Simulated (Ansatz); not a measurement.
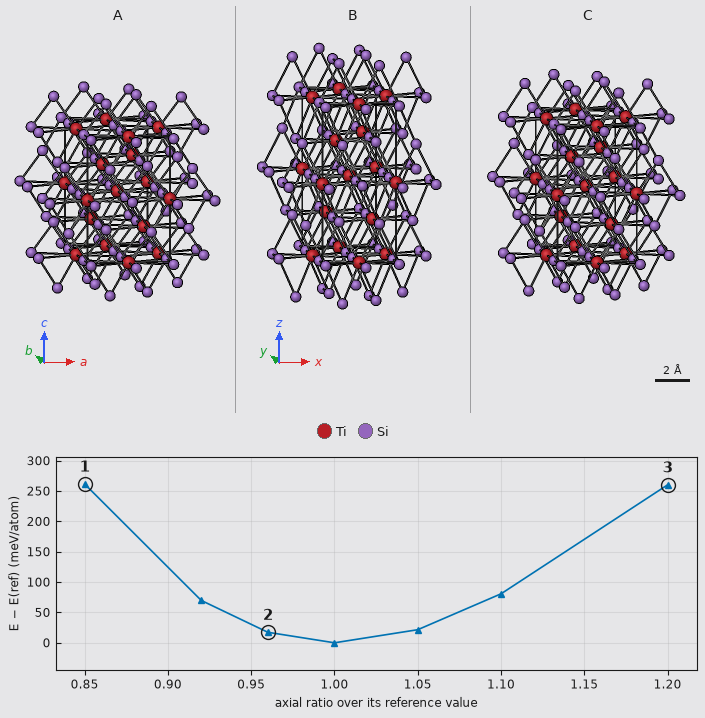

A crystal of TiSi2 (Fddd): the ratio of the cell's length along z to its lengths across, counted as 1 for the reference, is changed at fixed volume (a c/a path), with the atoms kept at their fractional coordinates. x, y and z are the Cartesian axes of the input. The frames are shuffled; the numbered points of the plot belong to them. The picture is a ball-and-stick view of the conventional cell (4 times the calculation's cell), seen along the b axis, with a slight tilt. Lengths and directions refer to the drawn axes.

These are results of DFT PBEsol, scalar-relativistic, plane waves, PAW (Ansatz), not measurements. Settings: plane-wave cutoff 420 eV; k-point mesh 14 × 14 × 14; occupations gaussian; smearing width 0.15 eV; no spin polarisation. Energies (free energies at the smearing named) are counted from the relaxed crystal.

Match the frames to the points.

Point 1 is frame A (the relative ratio 0.85, 261.6 meV/atom); 2 is frame C (the relative ratio 0.96, 17.3 meV/atom); 3 is frame B (the relative ratio 1.20, 260.2 meV/atom). The lowest computed point lies at the relative ratio 1.00 (0.0 meV/atom). At the ends of the scan the energy is 261.6 meV/atom (0.85) and 260.2 meV/atom (1.20). The distortion keeps the space group Fddd. At the relative ratio 1.20 the cell of the drawing goes a 4.762 → 4.481 Å, b 8.182 → 7.700 Å, c 8.496 → 9.594 Å.
